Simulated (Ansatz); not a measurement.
Run report: Ru4S, geometry relaxation (part 2 of 2)

Continued. System: Ru4S (slab, 5 atoms in the cell). Method: DFT PBE, scalar-relativistic, plane waves, PAW, PAW set soft_1, no spin polarisation (Ansatz 0.2.0); cutoff 420 eV, 12×12×1 k-mesh, Gaussian smearing of 0.1 eV. The structure derives from an entry of the Crystallography Open Database. The input holds or restrains some coordinates. Forces given for the steps count only the free coordinates.

Geometry of the input (Å; fractional positions):
```
2.7198  0.0000  0.0000
-1.3599  2.3554  0.0000
0.0000  0.0000  21.8663
Ru 0.6667  0.3333  0.1829
Ru 0.3333  0.6667  0.2812
Ru 0.6667  0.3333  0.3791
Ru 0.3333  0.6667  0.4741
S  0.3333  1.0000  0.5709
```

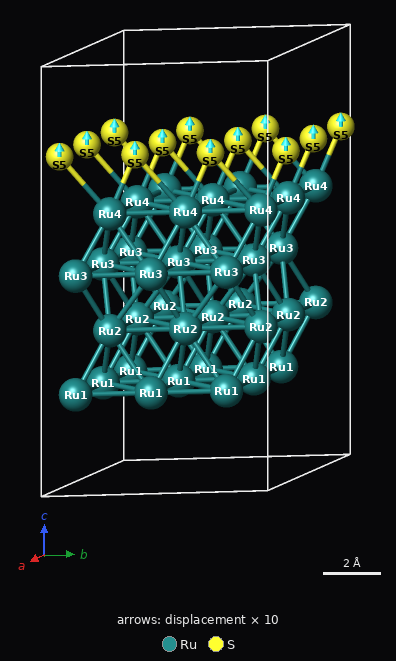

*The starting structure with the displacements as teal arrows, magnified 10 times (ball-and-stick view of the 3 × 3 repeat of the cell, with the vacuum cut short, seen slightly off an axis).*

After 3 geometry steps the energy has fallen by 8.0 meV per cell of the calculation. Largest force component: 0.31 eV/Å at the start, 0.0072 eV/Å at the end. S5 moves most: 0.051 Å. Ru stays in place. The lattice vectors keep their values. Distances before and after: Ru4–S5 2.302 → 2.349 Å. (Atoms are counted from 1 in the order of the input.)

```
WARN: The output density's exchange-correlation potential varies sharply where the density is thin. Do not read a vacuum level from v_tot or v_xc, or from such a field of the output density. On a cell that repeats whose density bears no net charge and no dipole along the vacuum's axis use v_es (v_loc + v_h of the components); under efield.dipole_correction with no amplitude use v_es + v_field, which holds any external_charges[].barrier, or the levels of the report's work_function block, which leave it out; under a non-zero efield.amplitude the vacuum is tilted and has no level; on a cell that repeats and bears such a dipole with no correction it is tilted too, and efield.dipole_correction with no amplitude gives each side of its ramp a level where efield: is served; in a cell that repeats whose density bears a net charge (total_charge, or a fill off its count) it is curved and has none; of a slab under crystal.periodic whose density bears no net charge use v_es, which has a level on each side, short of where the two are joined; of another it falls or rises all the way out and has none; of a slab beside external_charges read slab_vacuum_level instead, which it has where they leave it neutral. The grid or the basis barely resolves most such structure, and the values can differ between equally converged runs; as a rule a tighter scf.convergence.dr2_threshold does not remove it. Where the density itself ripples (under the LDA too) a higher basis.ecutwfc lessens it. The files hold the spikes' plane waves up to the density's cutoff. Files: v_tot_of_output_density and the like, and their columns of v_z.tsv (output.write_potential); v_xc_of_output_density and the like, and their columns of v_comp_z.tsv (output.write_potential_components). Measured: with its Gaussian average of σ = 0.25 Å subtracted twice, the exchange-correlation potential is over 0.1 eV at 75 of the grid points where the equally averaged density (valence and model cores) is under 1e-3 e/Å³, and 0.225 eV at the most among them, at an averaged density of 7.2e-8 e/Å³. The input density's (outcome.potential() and, of a run that writes arrays, v_tot and v_xc) is over 0.1 eV, so measured, at 11 points of its own thin density, 0.125 eV at the most. See output.write_potential in the manual, Limitations
SCF converged after 3 iterations
Free energy (F): -24415.031885 eV
Harris-Foulkes:  -24415.031885 eV  (|F-HF|=1.64e-8)
Internal energy: -24415.007482 eV  (E = F + TS)
E sigma→0 (E₀):  -24415.019684 eV
Entropy (-TS):   -0.024402 eV (-4.880 meV/atom)
Fermi energy:    7.632936 eV
Dipole field:    D = 0.006307 V/Å  (p = 0.004882 e·Å, saw-weighted, corrected)
Work function:   Φ+ = 4.9126 eV   Φ− = 5.0505 eV
Levels:          The Fermi level and band energies are counted from a zero that moves with the ramp; work functions are not
--- Per-component energies (eV) ---
  E_band       = -1215.172652
  E_kinetic    = 1941.382797
  E_local      = -86364.430547  (includes V_loc(G=0)·N_el)
  E_nonlocal   = 1688.288063
  E_hartree    = 41806.496107
  E_xc         = -765.808724
  E_vxc        = -938.511594  (∫ρ·V_xc dr)
  E_paw        = -14615.353460  (= ΣΔE_a)
  E_vpaw       = -1155.152358  (= ΣTr[D̂ρ^β])
  E_aug_tail   = 0.002551  (compensation charges beyond the density's cutoff)
  E_efield     = 0.000015  (sawtooth field / dipole correction)
  E_vefield    = 0.257495  (∫n·V_field dr)
  E_ewald      = 31894.415715
  E_smearing   = -0.024402  (= −TS)
  E_closure    = -0.000000  (closes the sum)
  Σ components = -24415.031885   (vs F -24415.031885, Δ=0.00e0)
--- Forces (eV/Å), atoms counted from 1 ---
  atom   1  Ru    -0.01187569    -0.01233054     0.59579298
  atom   2  Ru     0.04143610     0.05600474    -0.61278872
  atom   3  Ru     0.10453079    -0.24170820    -0.38087871
  atom   4  Ru    -0.09925297     0.31095504     0.39066011
  atom   5  S     -0.03484059    -0.11291656     0.00722567
  max |Σ_I F_I| component: 1.13e-5 eV/Å
--- Band table (eV; the first three rows and the last of 74) ---
  k-point 0: bands = ["-65.5406", "-65.4433", "-65.2399", "-64.9817", "-35.9091", "-35.5196", "-35.1196", "-35.1093", "-35.0654", "-35.0331", "-35.0223", "-34.8570", "-34.8199", "-34.7924", "-34.5763", "-34.5706", "-8.3009", "0.0870", "1.0376", "1.5256", "2.0820", "2.6969", "4.8345", "4.8409", "4.9446", "4.9559", "5.1369", "5.2329", "5.4116", "5.4322", "5.7359", "5.7376", "6.5745", "6.7088", "6.7480", "7.6269", "7.6968", "8.4272", "8.4435", "8.4890", "8.7635", "8.7754"]
  k-point 1: bands = ["-65.5320", "-65.4373", "-65.2343", "-64.9754", "-35.8916", "-35.5209", "-35.1600", "-35.1327", "-35.1214", "-35.0390", "-35.0165", "-34.8921", "-34.8222", "-34.8075", "-34.6193", "-34.5836", "-8.1488", "0.3272", "1.2473", "1.7335", "2.3044", "2.7944", "4.6140", "4.7187", "4.8638", "5.0133", "5.0991", "5.2420", "5.4408", "5.5652", "5.5983", "5.8863", "6.2417", "6.6368", "6.6861", "7.3790", "7.6189", "7.8042", "8.4524", "8.8165", "8.8530", "9.9356"]
  k-point 2: bands = ["-65.5085", "-65.4209", "-65.2190", "-64.9582", "-35.8438", "-35.5405", "-35.2816", "-35.2421", "-35.1621", "-35.0716", "-35.0528", "-34.9646", "-34.8451", "-34.8287", "-34.7354", "-34.6134", "-7.6993", "0.9718", "1.7648", "2.2249", "2.7630", "3.0699", "4.1679", "4.2542", "4.4191", "4.9041", "5.1075", "5.3937", "5.4722", "5.5185", "5.8583", "6.0237", "6.2429", "6.3462", "6.7949", "6.9279", "7.4867", "7.9113", "8.3205", "8.6408", "8.9750", "9.5974"]
  k-point 73: bands = ["-65.4036", "-65.3605", "-65.1564", "-64.8870", "-35.9097", "-35.8542", "-35.6393", "-35.5054", "-35.3206", "-35.2953", "-35.1881", "-35.1399", "-35.0943", "-34.9523", "-34.8333", "-34.7317", "-4.5893", "0.2346", "1.6645", "1.6797", "1.8967", "2.5369", "2.8487", "3.2489", "3.7183", "4.6266", "4.9214", "5.5518", "6.0334", "6.5939", "6.7276", "7.5273", "8.3487", "8.4293", "9.0090", "9.0279", "9.0488", "9.2366", "9.4219", "9.6614", "10.5302", "11.2038"]
--- Relaxed structure (4 steps of the walk, 4 accepted, 0 SCFs on fresh bases) ---
  F+E_penalty+E_count = -24415.03188469 eV   max|allowed force component| = 7.226e-3 eV/Å
  atoms:
    - { symbol: Ru, position: [0.6666666666999999, 0.3333333333, 0.18292957139999996] }
    - { symbol: Ru, position: [0.3333333332999999, 0.6666666666999999, 0.2811778374] }
    - { symbol: Ru, position: [0.6666666666999999, 0.3333333333, 0.3790816285] }
    - { symbol: Ru, position: [0.3333333332999999, 0.6666666666999999, 0.4740774823] }
    - { symbol: S, position: [0.3333333333, 1.0, 0.5731952443743475] }
```

Trajectory as extended XYZ (Å, eV, eV/Å), 4 frames, from step=1 to step=4
```
5
Lattice="2.7198 0.0000 0.0000 -1.3599 2.3554 0.0000 0.0000 0.0000 21.8663" Properties=species:S:1:pos:R:3:forces:R:3 step=1 energy=-24415.02388
Ru    1.3599    0.7851    4.0000   -0.0111  -0.0124   0.6220
Ru    0.0000    1.5703    6.1483    0.0408   0.0558  -0.6537
Ru    1.3599    0.7851    8.2891    0.1249  -0.2380  -0.4782
Ru    0.0000    1.5703   10.3663   -0.0276   0.1606   0.1952
S    -0.4533    2.3554   12.4824   -0.1271   0.0341   0.3148
5
Lattice="2.7198 0.0000 0.0000 -1.3599 2.3554 0.0000 0.0000 0.0000 21.8663" Properties=species:S:1:pos:R:3:forces:R:3 step=2 energy=-24415.02984
Ru    1.3599    0.7851    4.0000   -0.0118  -0.0126   0.6077
Ru    0.0000    1.5703    6.1483    0.0414   0.0562  -0.6320
Ru    1.3599    0.7851    8.2891    0.1146  -0.2408  -0.4286
Ru    0.0000    1.5703   10.3663   -0.0661   0.2418   0.2988
S    -0.4533    2.3554   12.5080   -0.0782  -0.0445   0.1545
5
Lattice="2.7198 0.0000 0.0000 -1.3599 2.3554 0.0000 0.0000 0.0000 21.8663" Properties=species:S:1:pos:R:3:forces:R:3 step=3 energy=-24415.03188
Ru    1.3599    0.7851    4.0000   -0.0119  -0.0123   0.5959
Ru    0.0000    1.5703    6.1483    0.0414   0.0560  -0.6128
Ru    1.3599    0.7851    8.2891    0.1045  -0.2417  -0.3809
Ru    0.0000    1.5703   10.3663   -0.0992   0.3110   0.3906
S    -0.4533    2.3554   12.5337   -0.0348  -0.1129   0.0071
5
Lattice="2.7198 0.0000 0.0000 -1.3599 2.3554 0.0000 0.0000 0.0000 21.8663" Properties=species:S:1:pos:R:3:forces:R:3 step=4 energy=-24415.03189
Ru    1.3599    0.7851    4.0000   -0.0119  -0.0123   0.5958
Ru    0.0000    1.5703    6.1483    0.0414   0.0560  -0.6128
Ru    1.3599    0.7851    8.2891    0.1045  -0.2417  -0.3809
Ru    0.0000    1.5703   10.3663   -0.0993   0.3110   0.3907
S    -0.4533    2.3554   12.5337   -0.0348  -0.1129   0.0072
```

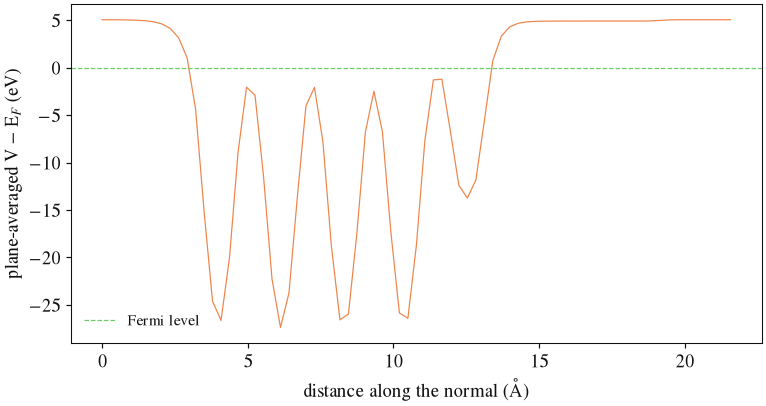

*Plane average of the electrostatic potential energy of an electron across the cell, from the Fermi level.*

The vacuum level lies 4.91 eV above the Fermi level on the upper side and 5.05 eV on the lower.

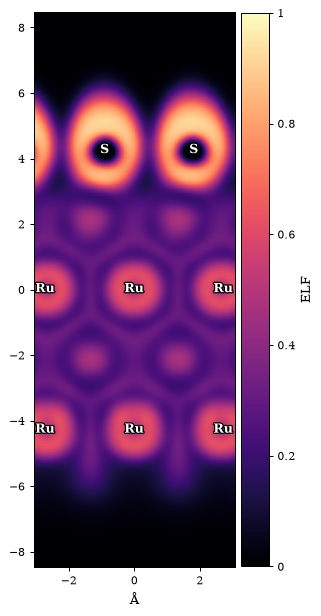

*ELF on the (11̄0) plane of the calculation cell, a cut from vacuum to vacuum.*

The section cuts through Ru and S sites. Ru–Ru (2.72 Å): the ELF is about 0.30 at the midpoint; no localised pair between them. The strong features right at Ru lie inside the PAW spheres (semicore, d or f shells) and say nothing about bonding. In a PAW calculation such maps are meaningful between the atoms, not at the nuclei.

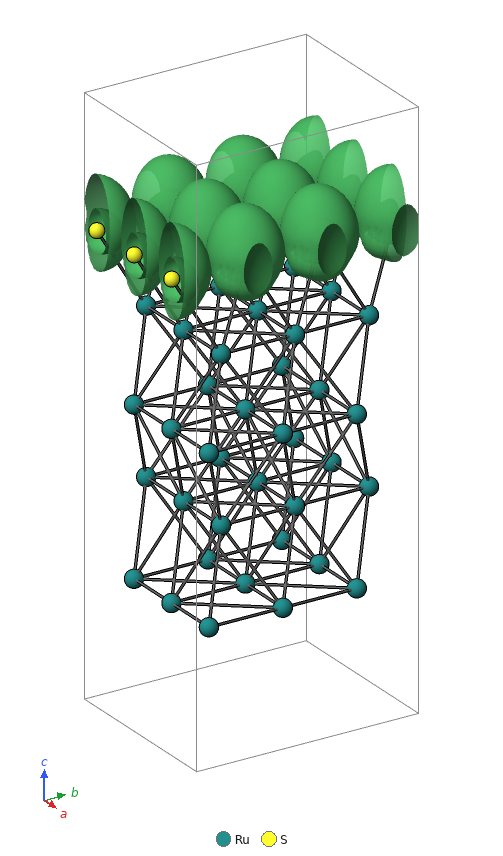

*Isosurface of the ELF at 0.75 (green), seen slightly off an axis. Only the valence region is drawn (cores and ρ < 0.01 e/Å³ removed). Sticks mark near contacts.*

Profiles from the grid: Ru–S (2.35 Å): the ELF is about 0.40 at the midpoint. Ru–Ru (2.60 Å): the ELF is about 0.35 at the midpoint (no shared electron pair).
